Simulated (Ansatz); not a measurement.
Molecular dynamics of SiC3 (part 1 of 2)

System: SiC3 (R3m, 32 atoms in the cell).
Method: DFT, PBE, plane waves, PAW (Ansatz 0.2.0).

The structure was built on a prototype by a generator. The run did not end well. The geometry comes from this level: r2SCAN. It belongs to a series of runs on one base structure; here: NVT, Langevin thermostat at 1000 K. Figures and captions count atoms from 1; the log counts them from 0 in places.

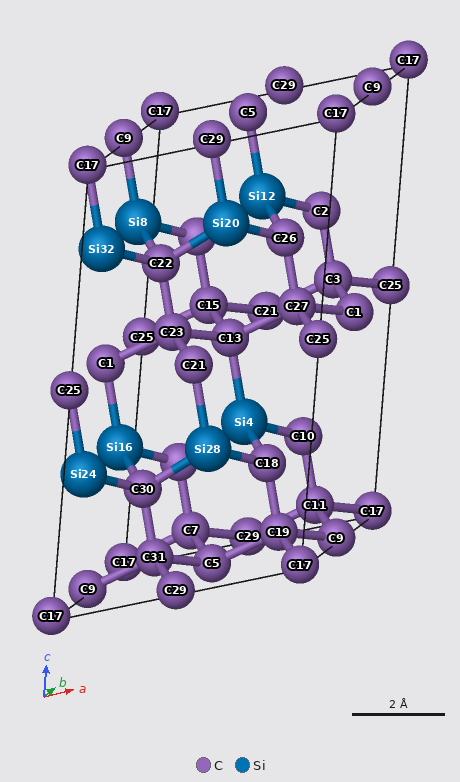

The input geometry (ball-and-stick view of the reduced cell, seen slightly off an axis; atoms are numbered from 1 in the order of the input). Near neighbours in the crystal (not all of them lie inside the picture): C has 3 C at 1.72 Å and 1 Si at 1.89 Å; C has 1 C at 1.54 Å and 3 Si at 1.79 Å; C has 4 C at 1.54 to 1.72 Å; Si has 4 C at 1.79 to 1.89 Å.

## The input
```yaml
crystal:
  lattice:
    - [2.8308679191, 1.6344023551, 9.3401468586]
    - [-2.8308679191, 1.6344023551, 9.3401468586]
    - [0.0, -3.2688047103, 9.3401468586]
  atoms:
    - { symbol: C, position: [0.5041189462, 0.0041189462, 0.0041189462] }
    - { symbol: C, position: [0.2444802337, 0.2444802337, 0.2444802337] }
    - { symbol: C, position: [0.1895862016, 0.1895862016, 0.1895862016] }
    - { symbol: Si, position: [0.4368146184, 0.4368146184, 0.4368146184] }
    - { symbol: C, position: [0.5041189462, 0.0041189462, 0.5041189462] }
    - { symbol: C, position: [0.2444802337, 0.2444802337, 0.7444802337] }
    - { symbol: C, position: [0.1895862016, 0.1895862016, 0.6895862016] }
    - { symbol: Si, position: [0.4368146184, 0.4368146184, 0.9368146184] }
    - { symbol: C, position: [0.5041189462, 0.5041189462, 0.0041189462] }
    - { symbol: C, position: [0.2444802337, 0.7444802337, 0.2444802337] }
    - { symbol: C, position: [0.1895862016, 0.6895862016, 0.1895862016] }
    - { symbol: Si, position: [0.4368146184, 0.9368146184, 0.4368146184] }
    - { symbol: C, position: [0.5041189462, 0.5041189462, 0.5041189462] }
    - { symbol: C, position: [0.2444802337, 0.7444802337, 0.7444802337] }
    - { symbol: C, position: [0.1895862016, 0.6895862016, 0.6895862016] }
    - { symbol: Si, position: [0.4368146184, 0.9368146184, 0.9368146184] }
    - { symbol: C, position: [1.0041189462, 0.0041189462, 0.0041189462] }
    - { symbol: C, position: [0.7444802337, 0.2444802337, 0.2444802337] }
    - { symbol: C, position: [0.6895862016, 0.1895862016, 0.1895862016] }
    - { symbol: Si, position: [0.9368146184, 0.4368146184, 0.4368146184] }
    - { symbol: C, position: [1.0041189462, 0.0041189462, 0.5041189462] }
    - { symbol: C, position: [0.7444802337, 0.2444802337, 0.7444802337] }
    - { symbol: C, position: [0.6895862016, 0.1895862016, 0.6895862016] }
    - { symbol: Si, position: [0.9368146184, 0.4368146184, 0.9368146184] }
    - { symbol: C, position: [1.0041189462, 0.5041189462, 0.0041189462] }
    - { symbol: C, position: [0.7444802337, 0.7444802337, 0.2444802337] }
    - { symbol: C, position: [0.6895862016, 0.6895862016, 0.1895862016] }
    - { symbol: Si, position: [0.9368146184, 0.9368146184, 0.4368146184] }
    - { symbol: C, position: [1.0041189462, 0.5041189462, 0.5041189462] }
    - { symbol: C, position: [0.7444802337, 0.7444802337, 0.7444802337] }
    - { symbol: C, position: [0.6895862016, 0.6895862016, 0.6895862016] }
    - { symbol: Si, position: [0.9368146184, 0.9368146184, 0.9368146184] }
kpoints:
  mp_grid: { grid: [4, 4, 4] }
hamiltonian:
  xc: pbe
scf:
  occupations: { method: fermi_dirac, width: 0.086 }
md:
  ensemble: nvt_langevin
  temperature: 1000
  timestep: 3.0
  n_steps: 20
  initial_velocities: maxwell_boltzmann
  seed: 5663
```

Run on 4 threads of Arm Neoverse N1, 98 GiB of memory available, shared host.

Command:
```bash
ansatz run input.yaml --threads 4 --pin off --max-ram 3686MiB --backend cpu --events-out ev --progress --plain --runs-dir out
```

## Log
```
Warning: md: disabling space-group detection — thermal motion breaks the input geometry's symmetry, so no spatial operation reduces the k-mesh or symmetrises the density; time reversal is kept, so that k and −k are solved as one point where they differ and the mesh holds both, and exact exchange and, on two spinor components, a DFT+U term hold to it where the run has them: on two components no moment then forms, and a state that bears one, which a typed moment (crystal.atoms[].spin; refused beside efield: under a hybrid functional) reaches, can lie lower, under hf by electronvolts; crystal.symmetry.detect: false (a key that needs symmetry detection or time reversal refuses this as the deck is read) with time_reversal: false beside it drops time reversal too
basis.fft_grid_basis auto: the FFT boxes are laid along the combinations [[1, 0, -1], [0, 1, -1], [0, 0, 1]] of the cell's own vectors, 5.662, 5.662 and 9.896 Å long. The dense box has 40×40×72 points. Along the cell's own vectors, as sized, it would have 72×72×72, 3.24 times as many. Of the 48 symmetry operations that the crystal satisfies within crystal.symmetry.tolerance (time reversal apart; of a slab, those that keep its plane) the dense box along the cell's own vectors carries 48, and the one as laid loses 32 of those. basis.fft_grid_basis: typed keeps the cell's own vectors: state it where this run's energies or levels are differenced outside the engine with another run's, or held beside a run that keeps those vectors.
Engine: ansatz 0.2.0, aarch64-unknown-linux-gnu
Pseudopotentials: kind: paw
Pseudopotential: C, paw, valence charge 4, recommended cutoff 420 eV (normal), C.paw.azcp
Pseudopotential: Si, paw, valence charge 4, recommended cutoff 420 eV (normal), Si.paw.azcp
Functional definition: PBE
  parameter kappa = 0.804
  parameter beta = 0.06672455060314922
  exchange = pbe_x(kappa = kappa, mu = beta*pi^2/3)
  correlation = pbe_c(beta = beta)
Crystal: 32 atoms, lattice volume = 259.289 Å³
Basis set: ecut = 420 eV, 5119 PW (Γ), FFT grids on a1−a3, a2−a3, a3, exchange–correlation on 80×80×144 points (8 copies of the dense FFT grid, shifted against one another)
Bands: 96, of which v1, the nominal top of the filled ones, is band 64 counted from 1 (63 counted from 0)
Symmetry: 1 space group operations
k-points: 36 of 64 (time reversal used)
Non-local potential: C, projectors of the file, l = 0: 2, l = 1: 2, l = 2: 1
Non-local potential: Si, projectors of the file, l = 0: 2, l = 1: 2, l = 2: 2
PAW form: soft (Blöchl's): semilocal exchange-correlation on the pseudo side does not see the compensation charge
PAW one-centre angular grid: C, 110 points (default); XC on 64 Gauss nodes
PAW one-centre angular grid: Si, 110 points (default); XC on 64 Gauss nodes
Initial density: superposition of atomic densities (neutral atoms: chi_scale 0, normalization atom), corrected by the library's trained network
Initial wavefunctions: pseudopotential atomic-orbital guess
Functional: x = pbe(κ = 0.804, μ = 0.2195149727645171), c = pbe(β = 0.06672455060314922)
SCF iter   1: F=—  HF=-11092.524145 eV  |F-HF|=—  |Δ(HF+E_count)|=         —  Δρ=7.65e-3  dr2=3.06e-1  ethr=1.77e-3  ⟨swp⟩=6.2  Hψ=15963  notcnv=0  defer=158
preconditioner: auto → Resta (q_TF=auto, 2.425 Å⁻¹)  ε∞=4.9  [insulator: Δε(μ)=1.666 eV  Ē_g=13.183 eV  σ=0.086 eV  W_gap=1.00  n_scr=60 (ndim 8)  ℏωp=26.1 eV  f_vac=0.000  D(μ)=0.00/eV (n_scr^D=0)  ε∞_Penn≈4.9]
SCF iter   2: F=—  HF=-11092.455577 eV  |F-HF|=—  |Δ(HF+E_count)|=   6.86e-2  Δρ=3.43e-3  dr2=3.41e-2  ethr=2.39e-4  ⟨swp⟩=2.0  Hψ=4669  notcnv=0  defer=335
SCF iter   3: F=—  HF=-11092.448046 eV  |F-HF|=—  |Δ(HF+E_count)|=   7.53e-3  Δρ=1.46e-3  dr2=5.93e-3  ethr=2.67e-5  ⟨swp⟩=2.2  Hψ=4157  notcnv=0  defer=335
SCF iter   4: F=—  HF=-11092.447066 eV  |F-HF|=—  |Δ(HF+E_count)|=   9.80e-4  Δρ=3.88e-4  dr2=3.45e-4  ethr=4.63e-6  ⟨swp⟩=2.0  Hψ=4295  notcnv=0  defer=335
SCF iter   5: F=—  HF=-11092.447075 eV  |F-HF|=—  |Δ(HF+E_count)|=   9.05e-6  Δρ=1.06e-4  dr2=1.96e-5  ethr=2.70e-7  ⟨swp⟩=2.0  Hψ=4657  notcnv=0  defer=335
SCF iter   6: F=—  HF=-11092.447510 eV  |F-HF|=—  |Δ(HF+E_count)|=   4.36e-4  Δρ=1.61e-5  dr2=7.02e-7  ethr=1.53e-8  ⟨swp⟩=2.0  Hψ=4924  notcnv=0  defer=335
SCF iter   7: F=-11092.447510 eV  HF=-11092.447510 eV  |F-HF|=5.85e-9  |Δ(HF+E_count)|=   1.62e-7  Δρ=2.98e-6  dr2=2.30e-8  ethr=2.50e-11  ⟨swp⟩=3.2  Hψ=12926  notcnv=0
SCF 1 converged in 7 iterations: F = -11092.447510 eV  dr2 = 2.30e-8
  greatest PAW one-centre occupation: 0.659 electrons in one spin orbital (limit 2), on the C atom at site 5 (counted from 0), in its partial waves of l = 0
md step     0: t =     0.00 fs  T =   968.8 K  F+E_penalty+E_count = -11092.44751034 eV  E_kin = 4.007060 eV  (7 SCF iters)
Initial density: handed on by an earlier stage of this run
Initial wavefunctions: those handed on with the density
iter 1 solved again at ethr=2.58e-4 eV; its pass at ethr=3.10e-3 eV (dr2=3.30e-1 eV) is discarded
SCF iter   1: F=—  HF=-11091.900204 eV  |F-HF|=—  |Δ(HF+E_count)|=         —  Δρ=1.22e-2  dr2=3.41e-1  ethr=2.58e-4  ⟨swp⟩=6.5  Hψ=18211  notcnv=0  defer=16
preconditioner: auto → Resta (q_TF=auto, 2.425 Å⁻¹)  ε∞=4.9  [insulator: Δε(μ)=1.435 eV  Ē_g=13.144 eV  σ=0.086 eV  W_gap=1.00  n_scr=60 (ndim 8)  ℏωp=26.1 eV  f_vac=0.000  D(μ)=0.00/eV (n_scr^D=0)  ε∞_Penn≈4.9]
SCF iter   2: F=—  HF=-11091.812708 eV  |F-HF|=—  |Δ(HF+E_count)|=   8.75e-2  Δρ=5.76e-3  dr2=6.35e-2  ethr=2.58e-4  ⟨swp⟩=2.5  Hψ=5359  notcnv=0  defer=27
SCF iter   3: F=—  HF=-11091.794116 eV  |F-HF|=—  |Δ(HF+E_count)|=   1.86e-2  Δρ=9.80e-4  dr2=1.75e-3  ethr=4.96e-5  ⟨swp⟩=2.2  Hψ=4841  notcnv=0  defer=30
SCF iter   4: F=—  HF=-11091.793957 eV  |F-HF|=—  |Δ(HF+E_count)|=   1.59e-4  Δρ=2.88e-4  dr2=1.82e-4  ethr=1.37e-6  ⟨swp⟩=2.1  Hψ=5008  notcnv=0  defer=30
SCF iter   5: F=—  HF=-11091.793961 eV  |F-HF|=—  |Δ(HF+E_count)|=   4.28e-6  Δρ=8.24e-5  dr2=2.05e-5  ethr=1.42e-7  ⟨swp⟩=2.2  Hψ=5002  notcnv=0  defer=30
SCF iter   6: F=—  HF=-11091.794288 eV  |F-HF|=—  |Δ(HF+E_count)|=   3.27e-4  Δρ=2.18e-5  dr2=1.07e-6  ethr=1.60e-8  ⟨swp⟩=2.1  Hψ=5045  notcnv=0  defer=67
SCF iter   7: F=—  HF=-11091.794289 eV  |F-HF|=—  |Δ(HF+E_count)|=   4.65e-7  Δρ=9.17e-6  dr2=2.28e-7  ethr=8.37e-10  ⟨swp⟩=2.0  Hψ=5247  notcnv=0  defer=67
SCF iter   8: F=-11091.794289 eV  HF=-11091.794289 eV  |F-HF|=1.12e-9  |Δ(HF+E_count)|=   2.13e-8  Δρ=2.13e-6  dr2=9.60e-9  ethr=2.50e-11  ⟨swp⟩=3.1  Hψ=12549  notcnv=0
SCF 2 converged in 8 iterations: F = -11091.794289 eV  dr2 = 9.60e-9
  greatest PAW one-centre occupation: 0.666 electrons in one spin orbital (limit 2), on the C atom at site 29 (counted from 0), in its partial waves of l = 0
md step     1: t =     3.00 fs  T =   798.9 K  F+E_penalty+E_count = -11091.79428876 eV  E_kin = 3.304445 eV  (8 SCF iters)
[... from here on the SCF iterations and repeated set-up lines of each step are left out, up to the last step ...]
SCF 3 converged in 8 iterations: F = -11090.582061 eV  dr2 = 6.28e-9
md step     2: t =     6.00 fs  T =   563.3 K  F+E_penalty+E_count = -11090.58206070 eV  E_kin = 2.330105 eV  (8 SCF iters)
SCF 4 converged in 8 iterations: F = -11089.782431 eV  dr2 = 3.77e-9
md step     3: t =     9.00 fs  T =   430.3 K  F+E_penalty+E_count = -11089.78243083 eV  E_kin = 1.779757 eV  (8 SCF iters)
SCF 5 converged in 8 iterations: F = -11089.606540 eV  dr2 = 3.29e-9
md step     4: t =    12.00 fs  T =   358.9 K  F+E_penalty+E_count = -11089.60653964 eV  E_kin = 1.484345 eV  (8 SCF iters)
SCF 6 converged in 7 iterations: F = -11089.717890 eV  dr2 = 7.56e-9
md step     5: t =    15.00 fs  T =   387.1 K  F+E_penalty+E_count = -11089.71788974 eV  E_kin = 1.601315 eV  (7 SCF iters)
SCF 7 converged in 7 iterations: F = -11089.832771 eV  dr2 = 6.28e-9
md step     6: t =    18.00 fs  T =   406.7 K  F+E_penalty+E_count = -11089.83277137 eV  E_kin = 1.682192 eV  (7 SCF iters)
SCF 8 converged in 7 iterations: F = -11089.801706 eV  dr2 = 7.70e-9
md step     7: t =    21.00 fs  T =   422.8 K  F+E_penalty+E_count = -11089.80170647 eV  E_kin = 1.748651 eV  (7 SCF iters)
SCF 9 converged in 7 iterations: F = -11089.673002 eV  dr2 = 6.26e-9
md step     8: t =    24.00 fs  T =   426.0 K  F+E_penalty+E_count = -11089.67300209 eV  E_kin = 1.761966 eV  (7 SCF iters)
SCF 10 converged in 7 iterations: F = -11089.733320 eV  dr2 = 1.03e-8
md step     9: t =    27.00 fs  T =   426.9 K  F+E_penalty+E_count = -11089.73331953 eV  E_kin = 1.765710 eV  (7 SCF iters)
SCF 11 converged in 8 iterations: F = -11090.006602 eV  dr2 = 7.08e-9
md step    10: t =    30.00 fs  T =   487.2 K  F+E_penalty+E_count = -11090.00660233 eV  E_kin = 2.015335 eV  (8 SCF iters)
SCF iter   1: F=—  HF=-11090.310082 eV  |F-HF|=—  |Δ(HF+E_count)|=         —  Δρ=2.50e-3  dr2=1.33e-2  ethr=1.16e-4  ⟨swp⟩=4.6  Hψ=7831  notcnv=0  defer=69
automatic band count: iteration 1 solves 75 bands in place of 96: the levels show a gap, and the empty bands left out lie too high to hold charge; the band table lists the bands solved (type scf.n_extra_bands for more)
preconditioner: auto → Resta (q_TF=auto, 2.425 Å⁻¹)  ε∞=6.4  [insulator: Δε(μ)=0.895 eV  Ē_g=11.177 eV  σ=0.086 eV  W_gap=0.99  n_scr=60 (ndim 8)  ℏωp=26.1 eV  f_vac=0.000  D(μ)=0.01/eV (n_scr^D=0)  ε∞_Penn≈6.4]
SCF iter   2: F=—  HF=-11090.306295 eV  |F-HF|=—  |Δ(HF+E_count)|=   3.79e-3  Δρ=1.24e-3  dr2=2.70e-3  ethr=1.04e-5  ⟨swp⟩=2.4  Hψ=4596  notcnv=0  defer=57
SCF iter   3: F=—  HF=-11090.305599 eV  |F-HF|=—  |Δ(HF+E_count)|=   6.97e-4  Δρ=1.80e-4  dr2=7.50e-5  ethr=2.11e-6  ⟨swp⟩=2.0  Hψ=4415  notcnv=0  defer=57
SCF iter   4: F=—  HF=-11090.305551 eV  |F-HF|=—  |Δ(HF+E_count)|=   4.79e-5  Δρ=5.96e-5  dr2=8.57e-6  ethr=5.86e-8  ⟨swp⟩=2.0  Hψ=4865  notcnv=0  defer=57
SCF iter   5: F=—  HF=-11090.305721 eV  |F-HF|=—  |Δ(HF+E_count)|=   1.70e-4  Δρ=1.99e-5  dr2=1.13e-6  ethr=6.69e-9  ⟨swp⟩=2.0  Hψ=4406  notcnv=0  defer=57
SCF iter   6: F=—  HF=-11090.305721 eV  |F-HF|=—  |Δ(HF+E_count)|=   7.07e-8  Δρ=6.08e-6  dr2=1.03e-7  ethr=8.82e-10  ⟨swp⟩=2.0  Hψ=4746  notcnv=0  defer=57
SCF iter   7: F=-11090.305721 eV  HF=-11090.305721 eV  |F-HF|=2.62e-10  |Δ(HF+E_count)|=   7.10e-9  Δρ=1.87e-6  dr2=8.84e-9  ethr=2.50e-11  ⟨swp⟩=4.6  Hψ=9712  notcnv=0
SCF 12 converged in 7 iterations: F = -11090.305721 eV  dr2 = 8.84e-9
  greatest PAW one-centre occupation: 0.671 electrons in one spin orbital (limit 2), on the C atom at site 21 (counted from 0), in its partial waves of l = 0
md step    11: t =    33.00 fs  T =   621.0 K  F+E_penalty+E_count = -11090.30572083 eV  E_kin = 2.568789 eV  (7 SCF iters)
SCF iter   1: F=—  HF=-11090.421423 eV  |F-HF|=—  |Δ(HF+E_count)|=         —  Δρ=2.56e-3  dr2=1.55e-2  ethr=1.04e-4  ⟨swp⟩=5.5  Hψ=7905  notcnv=0  defer=71
automatic band count: iteration 1 solves 76 bands in place of 96: the levels show a gap, and the empty bands left out lie too high to hold charge; the band table lists the bands solved (type scf.n_extra_bands for more)
preconditioner: auto → Resta (q_TF=auto, 2.425 Å⁻¹)  ε∞=6.3  [insulator: Δε(μ)=0.953 eV  Ē_g=11.282 eV  σ=0.086 eV  W_gap=0.99  n_scr=60 (ndim 8)  ℏωp=26.1 eV  f_vac=0.000  D(μ)=0.01/eV (n_scr^D=0)  ε∞_Penn≈6.3]
SCF iter   2: F=—  HF=-11090.416717 eV  |F-HF|=—  |Δ(HF+E_count)|=   4.71e-3  Δρ=1.17e-3  dr2=2.40e-3  ethr=1.21e-5  ⟨swp⟩=2.1  Hψ=4585  notcnv=0  defer=71
SCF iter   3: F=—  HF=-11090.416110 eV  |F-HF|=—  |Δ(HF+E_count)|=   6.07e-4  Δρ=1.96e-4  dr2=8.40e-5  ethr=1.87e-6  ⟨swp⟩=2.0  Hψ=4610  notcnv=0  defer=71
SCF iter   4: F=—  HF=-11090.416019 eV  |F-HF|=—  |Δ(HF+E_count)|=   9.11e-5  Δρ=5.61e-5  dr2=5.94e-6  ethr=6.56e-8  ⟨swp⟩=2.0  Hψ=4884  notcnv=0  defer=71
SCF iter   5: F=—  HF=-11090.416187 eV  |F-HF|=—  |Δ(HF+E_count)|=   1.68e-4  Δρ=1.59e-5  dr2=5.91e-7  ethr=4.64e-9  ⟨swp⟩=2.2  Hψ=4487  notcnv=0  defer=71
SCF iter   6: F=—  HF=-11090.416187 eV  |F-HF|=—  |Δ(HF+E_count)|=   1.05e-7  Δρ=5.44e-6  dr2=8.89e-8  ethr=4.62e-10  ⟨swp⟩=2.0  Hψ=4798  notcnv=0  defer=71
```

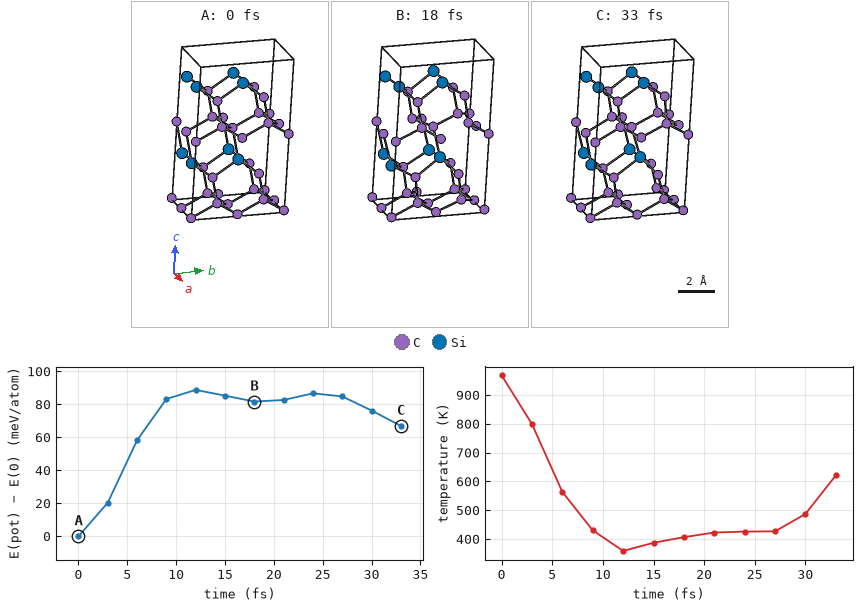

Frames of the molecular dynamics (ball-and-stick, reduced simulation cell, seen slightly off an axis) above the curves, on which the letters mark them. The trajectory kept here has 12 frames over 33 fs. The temperature starts at 969 K, ranges from 359 to 969 K and averages 465 K over the second half. The potential energy ends 66.9 meV/atom above its first value. With the common drift removed, the root-mean-square displacement is 0.09 Å, and Si4 has moved furthest (0.17 Å).

```
Step cancelled. What follows is not a result of the run: it is the report of the last solve that finished, which converged after 7 SCF iterations.
Free energy (F): -11090.305721 eV
Harris-Foulkes:  -11090.305721 eV  (|F-HF|=2.62e-10)
Internal energy: -11090.305187 eV  (E = F + TS)
E sigma→0 (E₀):  -11090.305454 eV
Entropy (-TS):   -0.000534 eV (-0.017 meV/atom)
Fermi energy:    12.176697 eV
--- Per-component energies (eV) ---
  E_band       = 456.868294
  E_kinetic    = 2519.268273
  E_local      = -2064.418742  (includes V_loc(G=0)·N_el)
  E_nonlocal   = 849.982965
  E_hartree    = 577.836886
  E_xc         = -1613.581246
  E_vxc        = -1828.812063  (∫ρ·V_xc dr)
  E_paw        = -6481.069751  (= ΣΔE_a)
  E_vpaw       = -174.826038  (= ΣTr[D̂ρ^β])
  E_aug_tail   = 0.000225  (compensation charges beyond the density's cutoff)
  E_ewald      = -4878.323797
  E_smearing   = -0.000534  (= −TS)
  E_closure    = -0.000000  (closes the sum)
  Σ components = -11090.305721   (vs F -11090.305721, Δ=0.00e0)
```
